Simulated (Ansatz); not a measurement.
# From LDA to G0W0: BaTiO3 (R3m), part 2 of 2

How far does one-shot GW move the LDA gap of BaTiO3 (R3m)?

Ansatz 0.2.0; LDA, then G0W0 on it, plane waves, PAW. Known limits of the many-body steps: finite bands, screening cutoff and k mesh; no spin-orbit coupling in G0W0.

So far. Step 2 (Bands along the symmetry lines): Over mesh and path the gap is 2.355 eV, from k = (0.500, 0.500, 0.500) to k = Γ. The least direct gap found is 2.686 eV, at k = (0.050, -0.050, 0.000).

In doubt: masses and optical values from hybrid runs of this build are listed as unsure (in some of the runs), which bears on the screening that GW takes from such a start.

## (3) The quasiparticle correction

G0W0 replaces the xc potential by a self-energy built once from the orbitals of the start. Levels are corrected in the window of bands that the input names, at points of the mesh.

This step: G0W0 on LDA, plane waves, PAW.

input.yaml reads:

```yaml
crystal:
  lattice:
    - [2.8273666084, 1.6323808724, 2.3183934932]
    - [-2.8273666084, 1.6323808724, 2.3183934932]
    - [0.0, -3.2647617449, 2.3183934932]
  atoms:
    - { symbol: Ba, position: [0.0, 0.0, 0.0] }
    - { symbol: Ti, position: [0.4845, 0.4845, 0.4845] }
    - { symbol: O, position: [0.5086, 0.5086, 0.0175] }
    - { symbol: O, position: [0.0175, 0.5086, 0.5086] }
    - { symbol: O, position: [0.5086, 0.0175, 0.5086] }
kpoints:
  mp_grid: { grid: [6, 6, 6] }
hamiltonian:
  xc: lda
  pseudopotentials: { kind: paw, source: ansatz }
scf:
  occupations: { method: fixed }
gw:
  n_empty_bands: 1079
  ecut_chi: 380
  qp_bands: [v2, c2]
  qp_kpoints: band_edges
  screening: { model: contour_deformation }
```

Started as:

```bash
$ ansatz run input.yaml --threads 4 --pin off --max-ram 138240MiB --backend cuda --events-out ev --progress --plain --runs-dir out --devices 1 --max-vram 26GiB
```

Numbers of over 12 decimals in the logs are rounded to 6 here.

What it wrote:

```text
GPUs: using 1 of 1 available (devices: 1).
[...]
GPU FFT provider: cuFFT
GPU libraries: cuBLAS 13.8.2, cuFFT 12.4.0, cuSOLVER 12.3.4
Crystal: 5 atoms, lattice volume = 64.201 Å³
Basis set: ecut = 930 eV, 4103 PW (Γ)
Bands: 25, of which v1, the nominal top of the filled ones, is band 20 counted from 1 (19 counted from 0)
Symmetry: 6 space group operations
[...]
k-points: 32 of 216 (time reversal used)
[...]
GPU buffer pool allocated for 91125 grid points (all kernels)
[...]
SCF iter   1: F=—  HF=-9892.358652 eV  |F-HF|=—  |Δ(HF+E_count)|=         —  Δρ=8.80e-2  dr2=6.35e0  ethr=3.10e-3  ⟨swp⟩=4.1  Hψ=3192  notcnv=0  defer=45
[...]
SCF iter  10: F=-9890.376212 eV  HF=-9890.376212 eV  |F-HF|=1.46e-9  |Δ(HF+E_count)|=   5.30e-9  Δρ=2.58e-6  dr2=2.01e-9  ethr=2.50e-10  ⟨swp⟩=10.2  Hψ=3318  notcnv=0
SCF 1 converged in 10 iterations: F = -9890.376212 eV  dr2 = 2.01e-9
[...]
NSCF: frozen V_eff on 32 k-points, pencils in batches of 32, up to order 100
the band table was solved once the SCF had ended and its energy, with any forces and stress, was formed, with the checks that follow a solve (3697 applications of the Hamiltonian). They found nothing against the state; the energy, forces and stress were not computed again (output.eigenvalues in the input reference)
[...]
NSCF: frozen V_eff on 32 k-points
G₀W₀ screening: q 1/32
[... further progress lines ...]
[...]
SCF converged after 10 iterations
Free energy (F): -9890.376212 eV
[...]
Internal energy: -9890.376212 eV  (E = F + TS)
E sigma→0 (E₀):  -9890.376212 eV
Fermi energy:    9.874652 eV
[...]
--- Band table (eV; the first three rows and the last of 32) ---
  k-point 0: bands = [... 16 lower, 8.7711, 9.3731, 9.5172, 9.5172, 12.2221, 12.2221, 12.3773, 14.4464, ... 1 higher]
  k-point 1: bands = [... 16 lower, 8.6021, 8.9644, 9.3973, 9.4104, 12.2724, 12.6078, 12.6344, 14.4429, ... 1 higher]
  k-point 2: bands = [... 16 lower, 8.2995, 8.4133, 9.0809, 9.1792, 12.3465, 13.2977, 13.3934, 14.4285, ... 1 higher]
  k-point 31: bands = [... 16 lower, 7.5833, 9.8602, 9.8602, 9.8747, 14.2304, 14.3803, 14.3803, 16.5267, ... 1 higher]
--- G₀W₀: contour deformation, 7 samples at zero and on the imaginary axis and 2 off it, 216 q-points, 1079 empty bands' worth ---
  eigenvalues of the whole cell's RPA ε∞ on this k-mesh (on a slab, of 1 + 4πα/V) = 5.3647, 5.8421, 5.8421; static W/v taken at q = 0 is 0.176134
  bands read: the sum over 1099 bands ends inside a degenerate multiplet in 1 slot, whose members it reads at an even weight; the widest, k=0: bands 1099 to 1100 (counted from 1) at 1/2 each
  gw.qp_kpoints: band_edges: 26 of 32 stored k-points solved, in 1 pass; an edge of the gap read off the rows below is read off those points alone
    valence top: of the k-points left out ik 13 came nearest to being solved in a further pass, in band 19 (counted from 1, as in the quasiparticle table): it holds the edge there only if its correction is more favourable than any solved in that band by at least 0.628 eV; those differ by 0.072 eV
    conduction bottom: of the k-points left out ik 21 came nearest to being solved in a further pass, in band 21 (counted from 1, as in the quasiparticle table): it holds the edge there only if its correction is more favourable than any solved in that band by at least 0.574 eV; those differ by 0.055 eV
    ik  band        ε_KS         Σx   Σc(E_QP)       V_xc       Z   E_QP_lin       E_QP  E_QP is
     0    19      9.5172   -25.7262     3.5842   -21.4266  0.7247     8.7924     8.8019  root
     0    20      9.5172   -25.7262     3.5842   -21.4266  0.7247     8.7924     8.8019  root
     0    21     12.2221   -13.0408    -6.5045   -20.6325  0.7384    13.3295    13.3092  root
     0    22     12.2221   -13.0408    -6.5045   -20.6325  0.7384    13.3295    13.3092  root
     1    19      9.3973   -25.7131     3.6571   -21.3337  0.7236     8.6651     8.6750  root
     1    20      9.4104   -25.3406     3.5355   -21.1009  0.7238     8.6968     8.7063  root
     1    21     12.2724   -13.1885    -6.5103   -20.7781  0.7371    13.3720    13.3518  root
     1    22     12.6078   -13.6094    -6.6702   -21.3525  0.7288    13.7026    13.6807  root
     2    19      9.0809   -25.1617     3.5466   -20.9159  0.7215     8.3719     8.3818  root
     2    20      9.1792   -25.7696     3.8176   -21.2061  0.7221     8.4223     8.4334  root
     2    21     12.3465   -13.2984    -6.6490   -21.0438  0.7340    13.4645    13.4429  root
     2    22     13.2977   -14.3210    -7.1262   -22.5092  0.7094    14.3861    14.3597  root
     3    19      8.9402   -25.2664     3.6472   -20.9022  0.7205     8.2125     8.2233  root
     3    20      9.0809   -25.8451     3.9085   -21.1743  0.7216     8.3068     8.3186  root
     3    21     12.3801   -13.3456    -6.7353   -21.1893  0.7324    13.5111    13.4885  root
     3    22     13.6715   -14.6329    -7.4428   -23.1318  0.6972    14.7575    14.7275  root
     4    19      9.2748   -25.3852     3.6180   -21.0502  0.7236     8.5478     8.5578  root
     4    20      9.3720   -25.5343     3.8220   -20.9796  0.7195     8.6283     8.6394  root
     4    21     12.5862   -13.4692    -6.7306   -21.2803  0.7300    13.6890    13.6667  root
     4    22     12.6629   -13.7325    -6.7144   -21.5254  0.7266    13.7638    13.7414  root
     5    19      9.0182   -25.2487     3.8487   -20.6614  0.7196     8.2679     8.2795  root
     5    20      9.2152   -25.2483     3.9143   -20.5983  0.7166     8.4677     8.4796  root
     5    21     12.6649   -13.6433    -6.8369   -21.5752  0.7265    13.7834    13.7598  root
     5    22     13.3367   -14.2084    -7.2289   -22.5103  0.7088    14.4372    14.4098  root
     6    19      8.9849   -25.2880     3.9348   -20.6061  0.7181     8.2255     8.2378  root
     6    20      9.0430   -24.8620     4.0176   -20.1143  0.7127     8.3004     8.3130  root
     6    21     12.6847   -13.6808    -6.8945   -21.6785  0.7254    13.8121    13.7879  root
     6    22     13.6825   -14.4296    -7.5334   -23.0302  0.6979    14.7805    14.7497  root
     7    19      9.0233   -25.2729     3.8178   -20.7195  0.7200     8.2763     8.2878  root
     7    20      9.2499   -25.2224     3.8967   -20.5952  0.7167     8.5078     8.5195  root
     7    21     12.6406   -13.6078    -6.8283   -21.5323  0.7273    13.7602    13.7368  root
     7    22     13.3044   -14.0834    -7.2055   -22.3625  0.7106    14.4051    14.3780  root
     8    19      9.2978   -25.5025     3.6878   -21.0874  0.7232     8.5603     8.5706  root
     8    20      9.4229   -25.4364     3.7731   -20.9387  0.7198     8.6876     8.6984  root
     8    21     12.4780   -13.3779    -6.6847   -21.1480  0.7328    13.5850    13.5633  root
     8    22     12.7172   -13.5880    -6.8252   -21.5040  0.7261    13.8315    13.8081  root
     9    19      8.9668   -24.8421     4.1114   -19.9794  0.7120     8.2016     8.2154  root
     9    20      9.5599   -25.4387     4.0771   -20.6061  0.7161     8.7924     8.8045  root
     9    21     13.3214   -14.2095    -7.2547   -22.5430  0.7093    14.4280    14.4003  root
     9    22     13.4329   -14.5077    -7.2503   -22.8265  0.7049    14.5294    14.5014  root
[...]
29    19      9.6001   -25.3604     4.1169   -20.4998  0.7150     8.8447     8.8565  root
    29    20      9.8556   -25.7088     4.1046   -20.8617  0.7161     9.1021     9.1131  root
    29    21     14.0805   -14.5789    -7.8855   -23.5194  0.6859    15.1703    15.1355  root
    29    22     14.2006   -14.6655    -7.9268   -23.6481  0.6837    15.2922    15.2563  root
    30    19      9.5437   -25.2677     4.1143   -20.4058  0.7149     8.7840     8.7961  root
    30    20      9.6613   -25.4422     4.1071   -20.5969  0.7147     8.9117     8.9231  root
    30    21     13.8670   -14.4657    -7.6622   -23.1897  0.6941    14.9613    14.9288  root
    30    22     14.0698   -14.3588    -7.8828   -23.3091  0.6885    15.1725    15.1373  root
    31    19      9.8602   -25.7254     4.0986   -20.8869  0.7161     9.1095     9.1204  root
    31    20      9.8747   -25.7490     4.1075   -20.9005  0.7162     9.1228     9.1338  root
    31    21     14.2304   -14.5891    -8.0582   -23.7007  0.6805    15.3207    15.2838  root
    31    22     14.3803   -14.6902    -8.1531   -23.8989  0.6772    15.4745    15.4359  root
```

Run time: 11 min. Hardware: 1 × NVIDIA H100 80GB HBM3 (shared by 3 runs) with 4 threads of AMD EPYC 7R13 (Zen 3), shared host; peak memory 10 GiB; 23 min of CPU time.

This step gave:

- bands summed: 1099
- RPA ε∞ on this mesh (eigenvalues): 5.365, 5.842, 5.842
- plane waves in the screening matrix: 1045
- q-points in the mesh: 216
- G0W0 gap over the corrected points: 4.175 eV
- k of the valence top: -0.5, -0.5, -0.5
- k of the conduction bottom: 0, 0, 0
- starting gap on the mesh: 2.347 eV
- Z at the valence top: 0.7162
- Z at the conduction bottom: 0.7384
- least direct G0W0 gap over the corrected points: 4.507 eV

Over 26 of 32 irreducible mesh points the G0W0 gap is 4.175 eV, from k = (-0.500, -0.500, -0.500) to k = Γ. The LDA gap of this run on the mesh is 2.347 eV. The two states that bound the G0W0 gap lie that far apart at the start, so the correction of the gap is 4.175 − 2.347 = +1.828 eV. The start of this run differs from the step before in files (soft_1 PAW and hard PAW) and plane-wave cutoff (420 eV and 930 eV).

Labels follow the order of the start: v1 is the top filled band, c1 the lowest empty one; levels that stay degenerate share a row, the window can cut a multiplet, doubted levels are not marked in this list, bands outside the window were not corrected, and the list may be a part of the corrected levels. Levels before and after the correction, in eV, zero at the valence-band top of each column:

|  | conduction bottom | valence top |
| --- | --- | --- |
| Kohn-Sham | 2.35 | 0.00 |
| G0W0 | 4.18 | 0.00 |

|  | level | occupation | energy (eV) |
| --- | --- | --- | --- |
| Kohn-Sham | Γ v2-v1 | 2 | -0.357 |
| Kohn-Sham | Γ c1-c2 | 0 | 2.347 |
| Kohn-Sham | (-0.5 -0.5 -0.5) v2 | 2 | -0.014 |
| Kohn-Sham | (-0.5 -0.5 -0.5) v1 | 2 | 0.000 |
| Kohn-Sham | (-0.5 -0.5 -0.5) c1 | 0 | 4.356 |
| Kohn-Sham | (-0.5 -0.5 -0.5) c2 | 0 | 4.506 |
| G0W0 | Γ v2-v1 | 2 | -0.332 |
| G0W0 | Γ c1-c2 | 0 | 4.175 |
| G0W0 | (-0.5 -0.5 -0.5) v2 | 2 | -0.013 |
| G0W0 | (-0.5 -0.5 -0.5) v1 | 2 | 0.000 |
| G0W0 | (-0.5 -0.5 -0.5) c1 | 0 | 6.150 |
| G0W0 | (-0.5 -0.5 -0.5) c2 | 0 | 6.302 |

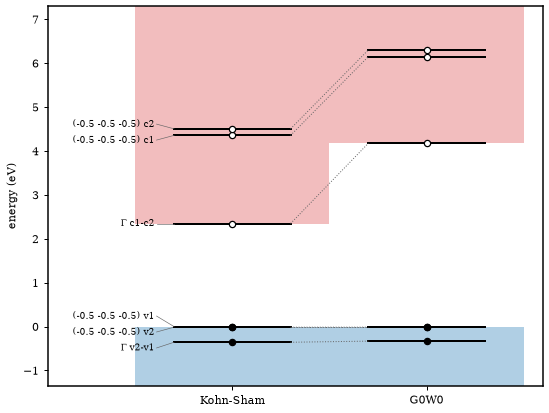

Levels before and after the correction. Shaded: valence and conduction bands. Filled marks are occupied levels, open marks empty ones.

The parts of the quasiparticle energy for the two states that bound the G0W0 gap, in eV on the run's own scale (QP = start + Σx + Σc − Vxc, with Σc at the quasiparticle energy):

| edge | k | band | start | Σx | Σc | Vxc | Z | QP |
| --- | --- | --- | --- | --- | --- | --- | --- | --- |
| valence top | (-0.500, -0.500, -0.500) | 20 | 9.875 | −25.749 | 4.107 | −20.901 | 0.716 | 9.134 |
| conduction bottom | Γ | 21 | 12.222 | −13.041 | −6.505 | −20.633 | 0.738 | 13.309 |

## (4) Spin-orbit coupling

This run has two-component orbitals with spin-orbit coupling.

This step: DFT, LDA with spin-orbit coupling, plane waves, PAW; PAW set soft_1.

Changes to input.yaml since step 3:

```diff
@@ -13,12 +13,23 @@
   mp_grid: { grid: [6, 6, 6] }
+  band_path:
+    path:
+      - [0.0, 0.0, 0.0]
+      - [0.5, 0.5, 0.5]
+      - [0.50282879, 0.49717121, 0.5]
+      - [0.5, -0.49717121, 0.49717121]
+      - [0.5, 0.0, 0.0]
+      - [0.49858561, -0.49858561, 0.0]
+      - [0.50141439, 0.0, 0.49858561]
+      - [0.049858561, -0.049858561, 0.0]
+    npoints: 1
 hamiltonian:
   xc: lda
-  pseudopotentials: { kind: paw, source: ansatz }
+  pseudopotentials: { kind: paw_fr, azcp: { folder: soft_1 }, xc_functional: pbe }
 scf:
   occupations: { method: fixed }
-gw:
-  n_empty_bands: 1079
-  ecut_chi: 380
-  qp_bands: [v2, c2]
-  qp_kpoints: band_edges
-  screening: { model: contour_deformation }
+  n_extra_bands: 10
+magnetization:
+  noncollinear: true
+  spin_orbit: true
+output:
+  eigenvalues: true
```

What it wrote:

```text
[...]
GPUs: using 1 of 1 available (devices: 1).
[...]
non-collinear run that drives no moment, with spin-orbit: no starting moment large enough to seed its density (crystal.atoms[].spin), no starting occupations that ask for one, no magnetisation constraint and no magnetic field, so the semilocal B_xc is pinned to zero
[...]
GPU FFT provider: cuFFT
GPU libraries: cuBLAS 13.8.2, cuFFT 12.4.0, cuSOLVER 12.3.4
Crystal: 5 atoms, lattice volume = 64.201 Å³
Basis set: ecut = 420 eV, 1237 PW (Γ)
Bands: 50, of which v1, the nominal top of the filled ones, is band 40 counted from 1 (39 counted from 0)
Symmetry: 6 space group operations + 6 with time reversal
[...]
k-points: 32 of 216 (time reversal used)
Projection manifold: j_resolved (fully-relativistic pseudo-atomic orbitals)
[...]
GPU buffer pool allocated for 19683 grid points (all kernels)
[...]
SCF iter   1: F=—  HF=-9909.751066 eV  |F-HF|=—  |Δ(HF+E_count)|=         —  Δρ=5.58e-2  dr2=1.93e0  dr2_m=0.00e0 (ungated)  ethr=3.10e-3  |M|=0.00e0 ∫|m|=0.00e0 μB  |m|>n=0.0e0 m-floor=0.0e0 τ_xc=0.0e0  β_m=0.30  ⟨swp⟩=4.6  Hψ=6706  notcnv=0  defer=152
[...]
spin=Noncollinear: Resta preconditioning applied to the charge; magnetization (m_x, m_y, m_z) channels mix plain (no charge-response kernel on spin).
SCF iter   2: F=—  HF=-9909.458667 eV  |F-HF|=—  |Δ(HF+E_count)|=   2.92e-1  Δρ=3.42e-2  dr2=8.76e-1  dr2_m=0.00e0 (ungated)  ethr=3.10e-3  |M|=0.00e0 ∫|m|=0.00e0 μB  |m|>n=0.0e0 m-floor=0.0e0 τ_xc=0.0e0  β_m=0.56  ⟨swp⟩=3.2  Hψ=2652  notcnv=0  defer=124
[...]
SCF iter   8: F=-9909.245262 eV  HF=-9909.245262 eV  |F-HF|=4.69e-9  |Δ(HF+E_count)|=   1.19e-7  Δρ=5.34e-6  dr2=1.33e-8  dr2_m=0.00e0 (ungated)  ethr=2.50e-10  |M|=0.00e0 ∫|m|=0.00e0 μB  |m|>n=0.0e0 m-floor=0.0e0 τ_xc=0.0e0  ⟨swp⟩=9.8  Hψ=7150  notcnv=0
SCF 1 converged in 8 iterations: F = -9909.245262 eV  dr2 = 1.33e-8
[...]
SCF converged after 8 iterations
Magnetization: |M| = 0.0000 μB,  M = (+0.0000, +0.0000, +0.0000) μB
Absolute magnetization: 0.0000 μB (∫|m|)
  site 0: m = (+0.0000, +0.0000, +0.0000) μB, |m| = 0.0000 μB  (R = 1.15 Å)
  site 1: m = (+0.0000, +0.0000, +0.0000) μB, |m| = 0.0000 μB  (R = 0.77 Å)
  site 2: m = (+0.0000, +0.0000, +0.0000) μB, |m| = 0.0000 μB  (R = 0.77 Å)
  site 3: m = (+0.0000, +0.0000, +0.0000) μB, |m| = 0.0000 μB  (R = 0.77 Å)
  site 4: m = (+0.0000, +0.0000, +0.0000) μB, |m| = 0.0000 μB  (R = 0.77 Å)
Free energy (F): -9909.245262 eV
[...]
Internal energy: -9909.245262 eV  (E = F + TS)
E sigma→0 (E₀):  -9909.245262 eV
Fermi energy:    9.818828 eV
[...]
--- Band table (eV; the first three rows and the last of 32) ---
  k-point 0: bands = [... 36 lower, 9.4534, 9.4534, 9.5138, 9.5138, 12.1643, 12.1643, 12.1756, 12.1756, ... 6 higher]
  k-point 1: bands = [... 36 lower, 9.2852, 9.3468, 9.3924, 9.3977, 12.2159, 12.2252, 12.5469, 12.5557, ... 6 higher]
  k-point 2: bands = [... 36 lower, 9.0144, 9.0340, 9.1305, 9.1350, 12.2932, 12.2959, 13.2366, 13.2451, ... 6 higher]
  k-point 31: bands = [... 36 lower, 9.8067, 9.8067, 9.8188, 9.8188, 14.1710, 14.1710, 14.3178, 14.3178, ... 6 higher]
```

It took 9.1 s on 1 × NVIDIA H100 80GB HBM3 (shared by 3 runs) with 4 threads; peak memory 0.95 GiB; 12 s of CPU time.

Numbers from this step:

```yaml
gap: 2.345 eV
valence_top_at: H_2
conduction_bottom_at: Γ
least_direct_gap: 2.633 eV
```

Over mesh and listed points the gap is 2.345 eV, from k = (0.503, 0.497, 0.500) to k = Γ. The least direct gap found is 2.633 eV, at k = (0.050, -0.050, 0.000). LDA+SOC against LDA: 2.345 − 2.355 = −0.010 eV. Mesh, set of files and cutoff are the same, but the valence top lies at another k point, so this need not be the shift of one pair of states. The spin-orbit run sees mesh and listed points alone, so its gap is an upper bound: the coupling can move an edge off these points, the more so as this crystal has no centre of inversion, and the change over the zone, its sign included where it is small, is not known.

## (5) Side by side

Each gap is the least one over the points named; times are wall times on shared hosts, not benchmarks. A G0W0 time includes the run's own self-consistent start. Runs with listed points see these and the mesh alone, so an edge that moves elsewhere is missed. Rows marked * are further runs, not shown as steps, whose inputs differ from the G0W0 step on the same start in the columns given; solver thresholds can differ too. Symmetry makes (0.500, 0.500, 0.500) and (-0.500, -0.500, -0.500) one point.

| level | mesh | files, cutoff | bands summed, screening | points | gap (eV) | valence top | conduction bottom | least direct gap (eV) | time |
| --- | --- | --- | --- | --- | --- | --- | --- | --- | --- |
| LDA | 6×6×6 | soft_1 PAW, 420 eV | - | mesh and path | 2.355 | (0.500, 0.500, 0.500) | Γ | 2.686 | 7.4 s |
| LDA+SOC | 6×6×6 | soft_1 PAW, 420 eV | - | mesh and listed points | 2.345 | (0.503, 0.497, 0.500) | Γ | 2.633 | 9.1 s |
| G0W0@LDA* | 6×6×6 | hard PAW, 930 eV | 188, 110 eV | 26 of 32 irreducible mesh points | 4.082 | (-0.500, -0.500, -0.500) | Γ | 4.390 | 72 s |
| G0W0@LDA* | 6×6×6 | hard PAW, 930 eV | 401, 190 eV | 26 of 32 irreducible mesh points | 4.116 | (-0.500, -0.500, -0.500) | Γ | 4.439 | 2 min |
| G0W0@LDA* | 6×6×6 | hard PAW, 930 eV | 666, 270 eV | 26 of 32 irreducible mesh points | 4.150 | (-0.500, -0.500, -0.500) | Γ | 4.478 | 5 min |
| G0W0@LDA | 6×6×6 | hard PAW, 930 eV | 1099, 380 eV | 26 of 32 irreducible mesh points | 4.175 | (-0.500, -0.500, -0.500) | Γ | 4.507 | 11 min |

## (6) Summary of results

| Item | Value |
| --- | --- |
| LDA gap over mesh and path | 2.355 eV, from k = (0.500, 0.500, 0.500) to k = Γ |
| G0W0@LDA gap over 26 of 32 irreducible mesh points | 4.175 eV, from k = (-0.500, -0.500, -0.500) to k = Γ |
| LDA+SOC gap over mesh and listed points | 2.345 eV |
| estimated limit in bands and cutoff, on this mesh | 4.213 eV |
| GW settings | 6×6×6 mesh, 1079 empty bands, screening to 380 eV, hard PAW files |
| known limits | finite bands, screening cutoff and k mesh; no spin-orbit coupling in G0W0 |

**Reading.** Over 26 of 32 irreducible mesh points the G0W0 gap is 4.175 eV, from k = (-0.500, -0.500, -0.500) to k = Γ. The LDA gap of this run on the mesh is 2.347 eV. The two states that bound the G0W0 gap lie that far apart at the start, so the correction of the gap is 4.175 − 2.347 = +1.828 eV. The valence state moves by 9.134 − 9.875 = −0.741 eV and the conduction state by 13.309 − 12.222 = +1.087 eV, on the run's own scale; with 188 bands the edge states move by −0.158 and +1.577 eV, so the split between the edges depends on the bands and cutoff. Both edges that LDA shows over mesh and path lie at k points where levels were corrected. Levels at other points were not corrected, so a lower G0W0 gap elsewhere in the zone is not ruled out. From 188 bands and 110 eV to 1099 bands and 380 eV the gap moves by 4.175 − 4.082 = +0.093 eV (rung by rung 4.082, 4.116, 4.150, 4.175 eV); bands and screening cutoff rise together, so their parts are not told apart. A line in one over the bands through the two highest rungs gives 4.175 + (4.175 − 4.150) × 666 / (1099 − 666) = 4.213 eV, and through the pair below 4.150 + (4.150 − 4.116) × 401 / (666 − 401) = 4.201 eV. The two agree within 0.03 eV and the same two states bound the gap in each rung, so 4.213 eV is taken as an estimate of the limit on this mesh. G0W0 on other starts in this series, not shown as steps and not all at these settings: 4.371 eV on HSE06 (6×6×6, hard PAW, 401 bands, 190 eV) and 4.631 eV on PBE0 (6×6×6, hard PAW, 401 bands, 190 eV). LDA+SOC against LDA: 2.345 − 2.355 = −0.010 eV. Mesh, set of files and cutoff are the same, but the valence top lies at another k point, so this need not be the shift of one pair of states. The spin-orbit run sees mesh and listed points alone, so its gap is an upper bound: the coupling can move an edge off these points, the more so as this crystal has no centre of inversion, and the change over the zone, its sign included where it is small, is not known. What spin-orbit coupling does to the G0W0 levels was not computed, so no sum with the G0W0 gap is formed. The G0W0 runs are scalar-relativistic. No pair of G0W0 runs that differ in the mesh alone is shown (6×6×6 is a supercell whose nearest images lie 24 Å apart), so the error from the mesh is not known here. G0W0 is shown with one set of atomic data (hard PAW), so the error from the files is not known here.

[Paths, hosts, dates, memory and timing lines, banners, echoed tables and standing remarks are left out of the program output.]

[Logs are printed without paths, hosts, clocks, repeated set-up lines and the standing remarks that a program may print on its own settings, such as how far it seeks lower states.]

[Runs of the session that timed out or met a known fault of the program may be left out.]

[Cells called generated may have been cut or substituted from an entry of the Crystallography Open Database or the Materials Project.]

[Hosts, paths, dates, database ids (printed as entryN), source tags and the programs' standing remarks are cut or masked in the printed files.]

[Where an RPA ε∞ is given, it is that of the G0W0 mesh and is not shown converged in it. Names of k-points follow the symmetry that the program found, which can be lower than the space group named. Band edges on a path are those of the sampled points; other points can move an edge, and change direct to indirect where valleys lie close.]

[Hybrid gaps are those of their k-mesh and are not shown converged in it.]
